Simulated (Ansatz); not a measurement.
## Single-point calculation of ZnS

System: ZnS (F-43m, 2 atoms in the cell).
Method: DFT r2SCAN, scalar-relativistic, plane waves, PAW, no spin polarisation (Ansatz 0.2.0).

The structure derives from an entry of the Crystallography Open Database.

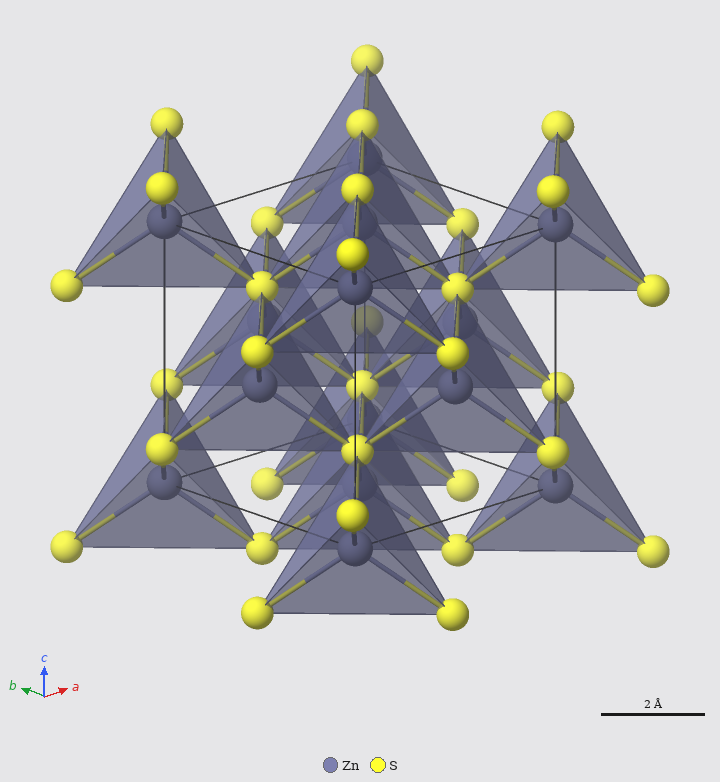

Figure 1. The input geometry (polyhedral view of the cell 4 times as large as that of the calculation, set on its symmetry axes, seen at an oblique angle; polyhedra are completed across the faces of the cell). An atom can appear more than once, as a periodic image.

## Summary

- outcome: converged
- space group (tolerance 0.01 Å): F-43m (216)
- electrons treated: 18
- free energy: −4233.4503 eV
- Fermi energy: 6.970 eV
- gap on the k-point mesh: 2.70 eV
- pressure: 0.00 GPa
- largest force (length of the vector): under 0.001 eV/Å
- hardware: 1 thread of Intel Xeon @ 2.70GHz, 189 GiB of memory available, shared host
- wall time: 4 s
- peak memory: 0.45 GiB

## The input
```yaml
crystal:
  lattice:
    - [0.0, 2.6945131942, 2.6945131942]
    - [2.6945131942, 0.0, 2.6945131942]
    - [2.6945131942, 2.6945131942, 0.0]
  atoms:
    - { symbol: Zn, position: [0.0, 0.0, 0.0] }
    - { symbol: S, position: [0.75, 0.75, 0.75] }
basis:
  ecutwfc: 500
kpoints:
  mp_grid: { grid: [8, 8, 8] }
hamiltonian:
  xc: r2scan
scf:
  occupations: { method: gaussian, width: 0.05 }
output:
  forces: true
  stress: true
  eigenvalues: true
  write_density: true
  write_potential: true
  elf: true
  volumetric_format: npy
```

Command:
```bash
ansatz run input.yaml --threads 1 --pin off --max-ram 2560MiB --backend cpu --events-out ev --progress --plain --runs-dir out
```

## The program's output
```
Engine: ansatz 0.2.0, x86_64-unknown-linux-gnu
Pseudopotentials: kind: paw
Pseudopotential: Zn, paw, valence charge 12, recommended cutoff 500 eV (meta_gga), Zn.paw.azcp
Pseudopotential: S, paw, valence charge 6, recommended cutoff 500 eV (meta_gga), S.paw.azcp
Functional definition: r2SCAN
  parameter k0 = 0.174
  parameter k1 = 0.065
  parameter a1 = 4.9479
  exchange = r2scan_x(k0 = k0, k1 = k1, a1 = a1)
  correlation = r2scan_c
Crystal: 2 atoms, lattice volume = 39.126 Å³
Basis set: ecut = 500 eV, 965 PW (Γ), exchange–correlation on 120×120×120 points (64 copies of the dense FFT grid, shifted against one another)
Bands: 13, of which v1, the nominal top of the filled ones, is band 9 counted from 1 (8 counted from 0)
Symmetry: 24 space group operations
Space group: F-43m (ITA 216), of the structure as read, at distance tolerance 3.4e-5 Å
k-points: 29 of 512 (time reversal used)
Non-local potential: Zn, projectors of the file, l = 0: 2, l = 1: 2, l = 2: 3, l = 3: 1
Non-local potential: S, projectors of the file, l = 0: 2, l = 1: 2, l = 2: 2
PAW form: soft (Blöchl's): semilocal exchange-correlation on the pseudo side does not see the compensation charge
PAW frozen core: Zn, regenerated for the run's functional (the file was generated under x = pbe(κ = 0.804, μ = 0.2195149727645171), c = pbe(β = 0.06672455060314922))
PAW frozen core: S, regenerated for the run's functional (the file was generated under x = pbe(κ = 0.804, μ = 0.2195149727645171), c = pbe(β = 0.06672455060314922))
PAW one-centre angular grid: Zn, 590 points (default); XC on 261 of its mesh's 2673 points in the sphere
PAW one-centre angular grid: S, 302 points (default); XC on 160 Gauss nodes
Initial density: superposition of atomic densities (neutral atoms: chi_scale 0, normalization atom), corrected by the library's trained network
Initial wavefunctions: pseudopotential atomic-orbital guess
Functional: x = r2scan, c = r2scan; τ floored in thin density (d = 2e-4 eV/Å³)
SCF iter   1: F=—  HF=-4233.452406 eV  |F-HF|=—  |Δ(HF+E_count)|=         —  Δρ=1.56e-2  dr2=4.71e-2  dr2_τ=6.63e-3  ethr=1.77e-3  ⟨swp⟩=5.6  Hψ=2277  notcnv=0
preconditioner: auto → none  [insulator: Δε(μ)=2.686 eV  Ē_g=13.089 eV  σ=0.050 eV  W_gap=1.00  n_scr=14 (ndim 8)  ℏωp=25.2 eV  f_vac=0.026  D(μ)=0.00/eV (n_scr^D=0)  ε∞_Penn≈4.7]
SCF iter   2: F=—  HF=-4233.455206 eV  |F-HF|=—  |Δ(HF+E_count)|=   2.80e-3  Δρ=4.67e-3  dr2=8.51e-3  dr2_τ=3.54e-4  ethr=2.61e-4  ⟨swp⟩=2.6  Hψ=988  notcnv=0
SCF iter   3: F=—  HF=-4233.449947 eV  |F-HF|=—  |Δ(HF+E_count)|=   5.26e-3  Δρ=2.92e-3  dr2=1.37e-3  dr2_τ=8.43e-6  ethr=4.73e-5  ⟨swp⟩=2.0  Hψ=725  notcnv=0
SCF iter   4: F=—  HF=-4233.450273 eV  |F-HF|=—  |Δ(HF+E_count)|=   3.26e-4  Δρ=2.71e-4  dr2=4.55e-5  dr2_τ=2.45e-6  ethr=7.60e-6  ⟨swp⟩=2.0  Hψ=870  notcnv=0
SCF iter   5: F=—  HF=-4233.450258 eV  |F-HF|=—  |Δ(HF+E_count)|=   1.48e-5  Δρ=1.25e-4  dr2=5.70e-6  dr2_τ=7.39e-8  ethr=2.53e-7  ⟨swp⟩=2.0  Hψ=451  notcnv=0
SCF iter   6: F=-4233.450258 eV  HF=-4233.450258 eV  |F-HF|=8.43e-9  |Δ(HF+E_count)|=   7.36e-7  Δρ=7.57e-6  dr2=1.31e-8  dr2_τ=1.86e-9  ethr=5.56e-10  ⟨swp⟩=7.1  Hψ=2601  notcnv=0
SCF 1 converged in 6 iterations: F = -4233.450258 eV  dr2 = 1.31e-8
  greatest PAW one-centre occupation: 0.983 electrons in one spin orbital (limit 2), on the Zn atom at site 0 (counted from 0), in its partial waves of l = 2
SCF converged after 6 iterations
Free energy (F): -4233.450258 eV
Harris-Foulkes:  -4233.450258 eV  (|F-HF|=8.43e-9)
Internal energy: -4233.450258 eV  (E = F + TS)
E sigma→0 (E₀):  -4233.450258 eV
Fermi energy:    6.970308 eV
--- Per-component energies (eV) ---
  E_band       = -1.101269
  E_kinetic    = 237.560836
  E_local      = -2041.136915  (includes V_loc(G=0)·N_el)
  E_nonlocal   = 646.587208
  E_hartree    = 856.383754
  E_xc         = -215.802315
  E_vxc        = -148.249099  (∫ρ·V_xc dr)
  E_paw        = -2459.888509  (= ΣΔE_a)
  E_vpaw       = -415.966152  (= ΣTr[D̂ρ^β])
  E_aug_tail   = -0.000075  (compensation charges beyond the density's cutoff)
  E_vtau       = 7.336115  (kinetic-family band-sum trace: ∫τ·v_τ [+ j·A + Jᵃ·Aᵃ] dr)
  E_ewald      = -1256.861855
  E_core_change = -0.292385  (= ΣΔE_core)
  E_smearing   = -0.000000  (= −TS)
  E_closure    = -0.000000  (closes the sum)
  Σ components = -4233.450258   (vs F -4233.450258, Δ=0.00e0)
--- Forces (eV/Å), atoms counted from 1 ---
  atom   1  Zn    -0.00000000     0.00000000     0.00000000
  atom   2  S      0.00000000    -0.00000000     0.00000000
  max |Σ_I F_I| component: 1.16e-17 eV/Å
--- Stress (GPa, compression-positive) ---
        0.003798      -0.000000      -0.000000
        0.000000       0.003798       0.000000
       -0.000000       0.000000       0.003798
  P = ⅓ Tr σ = 0.0038 GPa (0.038 kbar)
--- Band table (eV; the first three rows and the last of 29) ---
  k-point 0: bands = ["-8.1191", "-0.9125", "-0.9125", "-0.9125", "-0.3634", "-0.3634", "5.6182", "5.6182", "5.6182", "8.3214", "12.4828", "12.4828", "12.4828"]
  k-point 1: bands = ["-7.9977", "-0.9095", "-0.8900", "-0.8900", "-0.3650", "-0.3650", "4.5261", "5.4658", "5.4658", "9.1110", "12.3901", "12.7466", "12.7466"]
  k-point 2: bands = ["-7.6807", "-0.8564", "-0.8404", "-0.8404", "-0.3616", "-0.3616", "2.7482", "5.1322", "5.1322", "9.6429", "13.0795", "13.1171", "13.1171"]
  k-point 28: bands = ["-6.8244", "-0.7665", "-0.6040", "-0.4284", "-0.4063", "0.0465", "0.9391", "2.7673", "2.7974", "11.6513", "12.2358", "14.0836", "14.2709"]
```

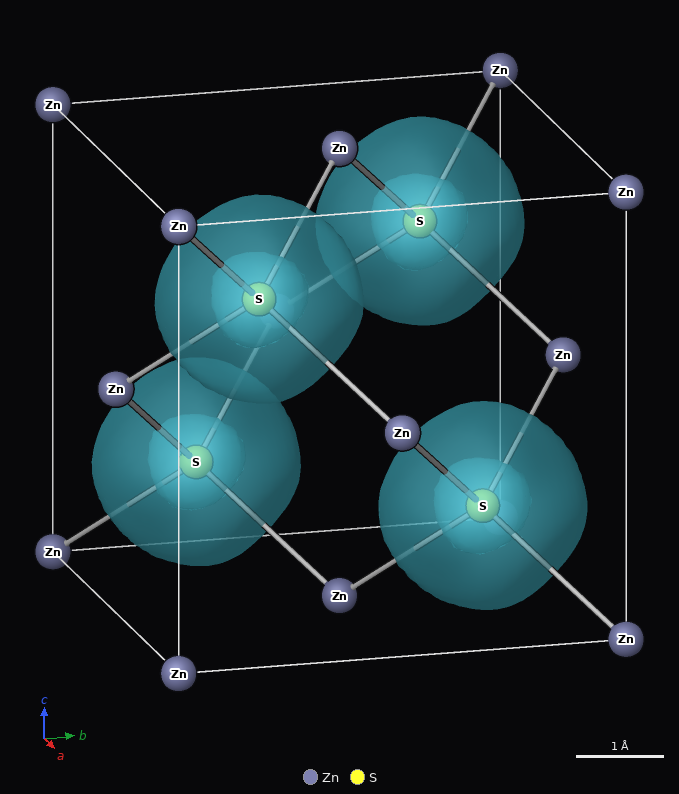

Figure 2. Isosurface of the ELF at 0.7 (cyan), seen slightly off an axis. Core shells and regions of very low density are left out. Sticks mark near contacts. The outline is the cell set on symmetry axes. Values along the shortest contacts: Zn–S (2.33 Å): the ELF is about 0.60 at the midpoint. In a PAW calculation such maps are meaningful between the atoms, not at the nuclei.

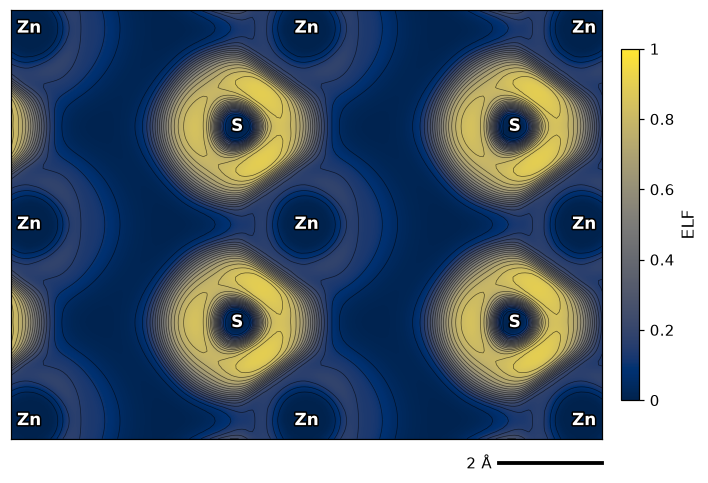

Figure 3. Electron localisation function on the (110) plane of the conventional cell. The section cuts through Zn and S sites. Zn–S (2.33 Å): the ELF is about 0.60 at the midpoint.

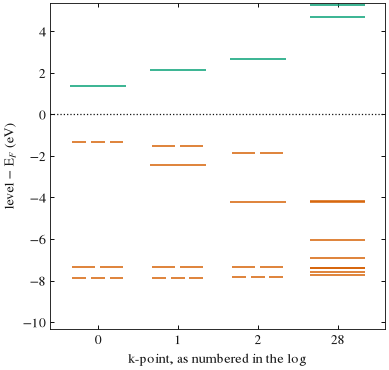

Figure 4. Kohn–Sham levels near the Fermi level (dotted) at the few k-points that the log prints; levels within 0.02 eV of each other stand side by side. Among these points the highest filled and lowest empty levels are 2.70 eV apart, which is the gap on the mesh.
